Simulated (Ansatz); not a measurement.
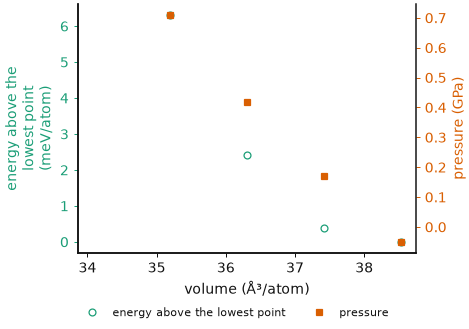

The plot gives the computed energy above the lowest point and pressure against volume for Na, space group Im-3m (No. 229) (one of a set of cubic test structures, which need not be the stable phase).

How it was computed, with Ansatz 0.2.0 development build: equation of state of a cubic crystal from periodic Kohn-Sham density functional theory without spin, third-order Birch-Murnaghan fit to the free energies; pressure corrected for the finite basis. Level: HSE06.

| setting | value |
| --- | --- |
| structure type | bcc |
| atoms in cell | 1 |
| space group number | 229 |
| lattice centring | body-centred primitive |
| k mesh | 6×6×6 |
| occupation method | Fermi–Dirac |
| occupation width | 0.1 eV |
| wave cutoff | 700 eV |
| datasets | hand-made PAW |
| density tolerance | 0 eV |
| bands | 9 |
| density cutoff ratio | 5 |
| search for lower states | default |
| exchange singularity | regularized |

The point at volume 34.08 Å³/atom is left out of the plot. What does the calculation give there?

| volume (Å³/atom) | energy above the lowest point (meV/atom) | pressure (GPa) |
| --- | --- | --- |
| 34.08 | 12.4 | 1.042 |

Note: modest k-mesh, values are not fully converged in k.
